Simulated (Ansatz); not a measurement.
# SiO2: one change and its effect

System: SiO2 (12 atoms in the cell).
Method of the first run: Kohn-Sham DFT of a periodic cell, PBEsol with D3(BJ), Ansatz PAW, no spin polarisation (Ansatz 0.2.0).

The structure derives from a Materials Project entry. Text and figures count atoms from 1; the logs count them from 0 in places.

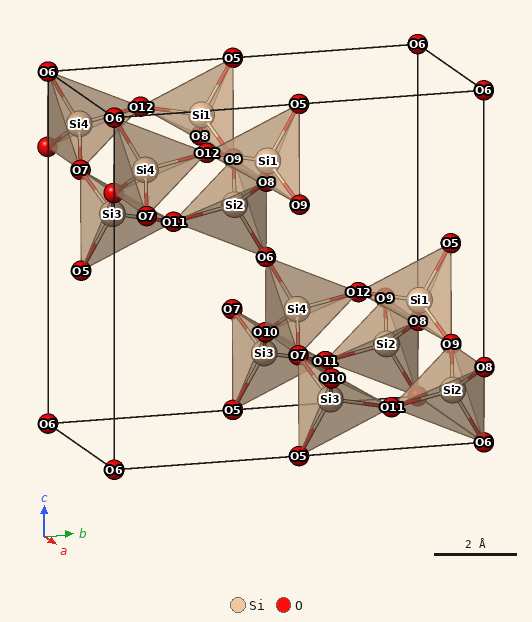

The starting structure (polyhedral view of the cell 2 times as large as that of the calculation, set on its symmetry axes, seen slightly off an axis; polyhedra are completed across the faces of the cell; atoms are numbered from 1 in the order of the input). An atom can appear more than once, as a periodic image.

### Input, the first run
```yaml
crystal:
  lattice:
    - [-2.62333646, 4.776753505, 4.441674725]
    - [2.62333646, -4.776753505, 4.441674725]
    - [2.62333646, 4.776753505, -4.441674725]
  atoms:
    - { symbol: Si, position: [0.26034098, 0.84494489, 0.41539609] }
    - { symbol: Si, position: [0.0704512, 0.15505511, 0.91539609] }
    - { symbol: Si, position: [0.73965902, 0.15505511, 0.58460391] }
    - { symbol: Si, position: [0.9295488, 0.84494489, 0.08460391] }
    - { symbol: O, position: [0.5, 0.0, 0.5] }
    - { symbol: O, position: [0.0, 0.0, 0.0] }
    - { symbol: O, position: [0.79317541, 0.0, 0.29317541] }
    - { symbol: O, position: [0.20682459, 0.5, 0.20682459] }
    - { symbol: O, position: [0.20682459, 0.0, 0.70682459] }
    - { symbol: O, position: [0.79317541, 0.5, 0.79317541] }
    - { symbol: O, position: [0.86931113, 0.11931113, 0.75] }
    - { symbol: O, position: [0.13068887, 0.88068887, 0.25] }
hamiltonian:
  xc: pbesol
  pseudopotentials: { kind: paw }
  dispersion: d3bj
kpoints:
  mp_grid: { grid: [6, 6, 6] }
scf:
  occupations: { method: fermi_dirac, width: 0.05 }
output:
  forces: true
  stress: true
  eigenvalues: true
  write_density: true
  write_potential: true
  elf: true
  volumetric_format: npy
relax:
  f_tol: 0.01
  max_steps: 40
  cell: { stress_tol: 0.05 }
```

Launched with:
```bash
ansatz run input.yaml --threads 4 --pin off --max-ram 11264MiB --backend cpu --events-out ev --progress --plain --runs-dir out
```

Hardware: 4 threads of Arm Neoverse V2, 24 GiB of memory available, shared host.

### Output, shortened to warnings, some set-up lines, iterations and results (the first run)
```
WARN: The input density's exchange-correlation potential varies sharply where the density is thin. Do not read a vacuum level from v_tot or v_xc, or from such a field of the output density. On a cell that repeats whose density bears no net charge and no dipole along the vacuum's axis use v_es (v_loc + v_h of the components); under efield.dipole_correction with no amplitude use v_es + v_field, …
Basis set: ecut = 420 eV, 4321 PW (Γ), exchange–correlation on 96×96×96 points (8 copies of the dense FFT grid, shifted against one another)
Symmetry: 8 space group operations
k-points: 46 of 216
Initial density: superposition of atomic densities (neutral atoms: chi_scale 0, normalization atom), corrected by the library's trained network
[...]
SCF iter   1: F=—  HF=-6987.270123 eV  |F-HF|=—  |Δ(HF+E_count)|=         —  Δρ=1.02e-2  dr2=1.74e-1  ethr=1.77e-3  ⟨swp⟩=7.1  Hψ=10890  notcnv=0  defer=50
SCF iter   2: F=—  HF=-6987.222289 eV  |F-HF|=—  |Δ(HF+E_count)|=   4.78e-2  Δρ=1.66e-3  dr2=2.35e-3  ethr=2.73e-4  ⟨swp⟩=2.8  Hψ=3914  notcnv=0  defer=258
SCF iter   3: F=—  HF=-6987.222304 eV  |F-HF|=—  |Δ(HF+E_count)|=   1.51e-5  Δρ=5.69e-4  dr2=3.79e-4  ethr=3.67e-6  ⟨swp⟩=2.0  Hψ=2950  notcnv=0  defer=258
SCF iter   4: F=—  HF=-6987.222504 eV  |F-HF|=—  |Δ(HF+E_count)|=   2.00e-4  Δρ=1.43e-4  dr2=3.36e-5  ethr=5.93e-7  ⟨swp⟩=2.0  Hψ=2759  notcnv=0  defer=258
SCF iter   5: F=—  HF=-6987.222407 eV  |F-HF|=—  |Δ(HF+E_count)|=   9.67e-5  Δρ=3.57e-5  dr2=2.21e-6  ethr=5.25e-8  ⟨swp⟩=2.0  Hψ=2956  notcnv=0  defer=258
[... 201 lines ...]
SCF iter   3: F=—  HF=-6987.256370 eV  |F-HF|=—  |Δ(HF+E_count)|=   5.89e-7  Δρ=8.85e-6  dr2=3.29e-8  ethr=4.52e-10  ⟨swp⟩=2.9  Hψ=3819  notcnv=0
SCF iter   4: F=—  HF=-6987.256370 eV  |F-HF|=—  |Δ(HF+E_count)|=   3.46e-8  Δρ=6.79e-7  dr2=3.76e-10  ethr=5.14e-11  ⟨swp⟩=2.0  Hψ=3360  notcnv=0
SCF iter   5: F=-6987.256370 eV  HF=-6987.256370 eV  |F-HF|=3.55e-11  |Δ(HF+E_count)|=  2.36e-10  Δρ=2.75e-7  dr2=7.08e-11  ethr=1.00e-12  ⟨swp⟩=9.7  Hψ=11187  notcnv=0
SCF 25 converged in 5 iterations: F = -6987.256370 eV  dr2 = 7.08e-11
relax step  25: F+E_penalty+E_count = -6987.25637017 eV  Δ(F+E_penalty+E_count) = +4.109e-3 eV  max|allowed force component| = 7.470e-3 eV/Å  Δτ_max = 0.0000 Å  P = -0.009 …
basis re-selected at this cell: Δ(F+E_penalty+E_count) = +4.109e-3 eV, ΔP = -0.006 GPa vs the last step (what re-selecting the basis moved, of the pressure what is left beyond the Pulay correction that the steps carried, after the strain that the cell walked since its last selection, with what the …
[...]
```

The input of the second run differs as follows (lines with − go, lines with + come):
```diff
-  dispersion: d3bj
+  dispersion: d3bjatm
```

What does this change do to the results?

The total energies belong to different models, so their difference says nothing on which is more stable or more accurate. The volume per atom goes from 17.29 to 17.70 Å³. The SCF takes 147 iterations over all geometry steps against 161.

### Output, shortened to warnings, some set-up lines, iterations and results (the second run)
```
WARN: The input density's exchange-correlation potential varies sharply where the density is thin. Do not read a vacuum level from v_tot or v_xc, or from such a field of the output density. On a cell that repeats whose density bears no net charge and no dipole along the vacuum's axis use v_es (v_loc + v_h of the components); under efield.dipole_correction with no amplitude use v_es + v_field, …
Basis set: ecut = 420 eV, 4321 PW (Γ), exchange–correlation on 96×96×96 points (8 copies of the dense FFT grid, shifted against one another)
Symmetry: 8 space group operations
k-points: 46 of 216
Initial density: superposition of atomic densities (neutral atoms: chi_scale 0, normalization atom), corrected by the library's trained network
[...]
SCF iter   1: F=—  HF=-6987.233073 eV  |F-HF|=—  |Δ(HF+E_count)|=         —  Δρ=1.02e-2  dr2=1.74e-1  ethr=1.77e-3  ⟨swp⟩=7.1  Hψ=10890  notcnv=0  defer=50
SCF iter   2: F=—  HF=-6987.185239 eV  |F-HF|=—  |Δ(HF+E_count)|=   4.78e-2  Δρ=1.66e-3  dr2=2.35e-3  ethr=2.73e-4  ⟨swp⟩=2.8  Hψ=3914  notcnv=0  defer=258
SCF iter   3: F=—  HF=-6987.185254 eV  |F-HF|=—  |Δ(HF+E_count)|=   1.51e-5  Δρ=5.69e-4  dr2=3.79e-4  ethr=3.67e-6  ⟨swp⟩=2.0  Hψ=2950  notcnv=0  defer=258
SCF iter   4: F=—  HF=-6987.185454 eV  |F-HF|=—  |Δ(HF+E_count)|=   2.00e-4  Δρ=1.43e-4  dr2=3.36e-5  ethr=5.93e-7  ⟨swp⟩=2.0  Hψ=2759  notcnv=0  defer=258
SCF iter   5: F=—  HF=-6987.185357 eV  |F-HF|=—  |Δ(HF+E_count)|=   9.67e-5  Δρ=3.57e-5  dr2=2.21e-6  ethr=5.25e-8  ⟨swp⟩=2.0  Hψ=2956  notcnv=0  defer=258
[... 183 lines ...]
SCF iter   4: F=—  HF=-6987.212095 eV  |F-HF|=—  |Δ(HF+E_count)|=   8.72e-6  Δρ=8.73e-7  dr2=9.95e-10  ethr=6.81e-11  ⟨swp⟩=2.9  Hψ=3567  notcnv=0
SCF iter   5: F=—  HF=-6987.212095 eV  |F-HF|=—  |Δ(HF+E_count)|=   5.08e-9  Δρ=4.26e-7  dr2=3.56e-10  ethr=1.00e-12  ⟨swp⟩=10.5  Hψ=13070  notcnv=0
SCF iter   6: F=-6987.212095 eV  HF=-6987.212095 eV  |F-HF|=1.03e-10  |Δ(HF+E_count)|=   1.26e-9  Δρ=9.44e-8  dr2=3.63e-11  ethr=1.00e-12  ⟨swp⟩=5.1  Hψ=10630  notcnv=0
SCF 23 converged in 6 iterations: F = -6987.212095 eV  dr2 = 3.63e-11
relax step  23: F+E_penalty+E_count = -6987.21209486 eV  Δ(F+E_penalty+E_count) = +4.410e-3 eV  max|allowed force component| = 4.234e-4 eV/Å  Δτ_max = 0.0000 Å  P = -0.011 …
basis re-selected at this cell: Δ(F+E_penalty+E_count) = +4.410e-3 eV, ΔP = -0.008 GPa vs the last step (what re-selecting the basis moved, of the pressure what is left beyond the Pulay correction that the steps carried, after the strain that the cell walked since its last selection, with what the …
[...]
```

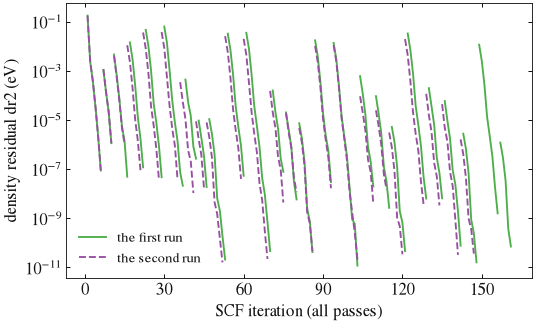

Convergence of the two runs: density residual dr2 against the SCF iteration. A break in a curve parts two SCF passes. The first run takes 161 iterations in all, and the second run takes 147.

### The two runs side by side

```csv
quantity,the first run,the second run
outcome,converged,converged
free energy per atom (eV),−582.2714,−582.2677
gap on the mesh (eV),5.49,5.49
pressure (GPa),−0.01,−0.01
volume per atom (Å³),17.29,17.70
largest force (eV/Å),0.009,0.000
SCF iterations,161,147
irreducible k-points,46,46
wall time (shared host),3.4 min,3 min
```

For both runs: Warnings: the exchange-correlation potential is rough where the density is thin.
